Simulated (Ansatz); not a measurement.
MgO (Fm-3m): refractive index against wavelength

The refractive index of MgO (Fm-3m) below the direct gap (4.71 eV on the mesh) is read from one computed spectrum, n = √(Re ε).

The structure is cubic, space group Fm-3m (No. 225). The conventional cell has a = 4.217 Å, b = 4.217 Å, c = 4.217 Å, α = 90.00°, β = 90.00°, γ = 90.00°. Mg on site a is surrounded by 6 O at 2.11 Å. O on site b is surrounded by 6 Mg at 2.11 Å.

Method: Ansatz 0.2.0, PBE, independent particles, k-mesh 12×12×12 with interpolation inside its cells, Gaussian parameter 0.1 eV.

Launch of the response step: `ansatz run input.yaml --threads 4 --pin off --max-ram 8192MiB --backend cpu --events-out ev --progress --plain --runs-dir out`. The run took 4 s, on 4 threads of Arm Neoverse V1 (shared host).

```tsv
wavelength (nm)	photon energy E (eV)	n
1064	1.165	1.8144
850	1.459	1.8191
700	1.771	?
633	1.959	1.8302
532	2.331	1.8411
450	2.755	1.8569
405	3.061	1.8710
```

In the single-oscillator model n² − 1 = E₀E_d/(E₀² − E²), so 1/(n² − 1) = E₀/E_d − E²/(E₀E_d) is linear in E².

Working, on the rows shown:

| x = E² (eV²) | y = 1/(n² − 1) |
| --- | --- |
| 1.35784 | 0.436291 |
| 2.12762 | 0.433065 |
| 3.83641 | 0.425599 |
| 5.43137 | 0.418471 |
| 7.59115 | 0.408484 |
| 9.37179 | 0.399897 |

Means: x̄ = 4.9527, ȳ = 0.4203. Σ(x − x̄)(y − ȳ) = -0.2217, Σ(x − x̄)² = 48.87. Slope = -0.2217 / 48.87 = -0.004536; intercept = ȳ − slope · x̄ = 0.44277. Turned back into n, the line misses the rows shown by at most 0.0006.

Q: Predict the last column of the withheld row from the fit.

A: At x = 3.1372 the line gives y = 0.42854, that is 1.8258. The run gave 1.8256, so the interpolation is off by 0.00019, 0.3 % of the range in the table.

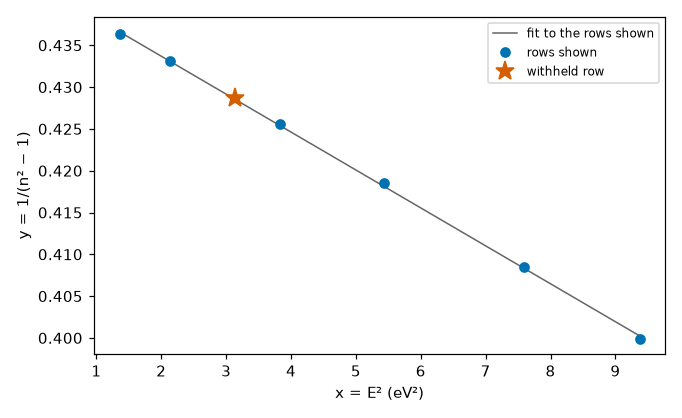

Refitted with all rows, the slope is -0.00454 and the intercept 0.4428. These give E₀ = √(intercept/−slope) = 9.88 eV and E_d = E₀/intercept = 22.3 eV; E₀ is 2.1 times the direct gap. The electronic limit at long wavelengths, without lattice vibrations, is n = √(1 + 1/intercept) = 1.805. The cell comes from an older database entry, whose edges can be off by a per cent or so. Excitons are left out and so are local fields; PBE gaps are as a rule too small.

[Logs are printed without paths, hosts, clocks, repeated set-up lines and the standing remarks that a program may print on its own settings, such as how far it seeks lower states.]
